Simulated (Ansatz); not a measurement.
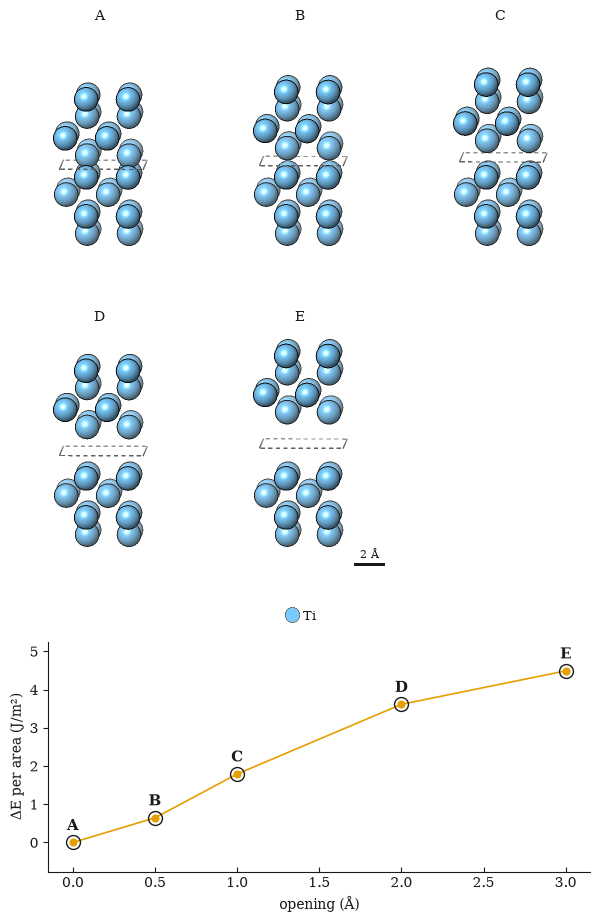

Crystalline Ti (P6/mmm): the crystal is pulled apart rigidly along the normal of the (1 0 0) plane of the conventional cell, at a cut between a plane of Ti below and one of Ti above, 1.32 Å apart. One cut stands in each cell, which starts 15.8 Å high; nothing is relaxed, and the dashed outline marks the cut. The lettered frames are marked on the plot. The picture is a spheres-only view of the layers on both sides of the cut, seen from the side, nearly along the cut plane.

Level of theory: Ansatz, DFT r2SCAN, scalar-relativistic, plane waves, PAW. Settings: plane-wave cutoff 500 eV; k-point mesh 10 × 16 × 3; occupations gaussian; smearing width 0.15 eV; no spin polarisation. Energies (free energies at the smearing named) are counted from the relaxed crystal.

What does the scan show?

At the widest opening, 3.00 Å, the energy has risen by 4.489 J/m², and it is still rising, so the work of separation is somewhat larger. The steepest rise lies between 0.50 Å and 1.00 Å, with a mean traction of about 23 GPa.
